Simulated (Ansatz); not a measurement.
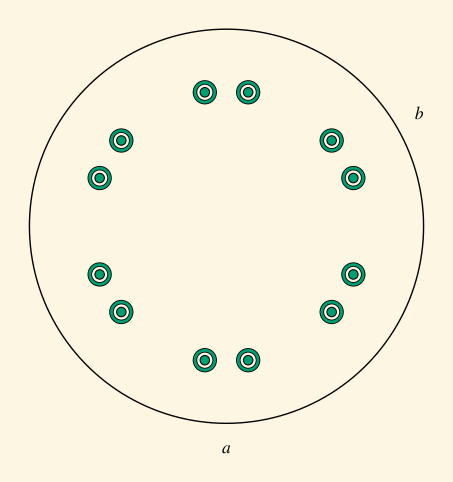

Stereographic projection: filled dots lie in the upper hemisphere, open rings in the lower. The c axis points at the viewer. The poles are all faces of one general form. Computed from the symmetry operations of a computed or model structure of composition TiO.

Identify the point group and its elements.

6/mmm (D6h), order 24, hexagonal system: one sixfold axis, six twofold axes, seven mirror planes, an inversion centre.

Can such a crystal be piezoelectric, pyroelectric or chiral?

It is centrosymmetric, so neither piezoelectric nor pyroelectric; it is not chiral.
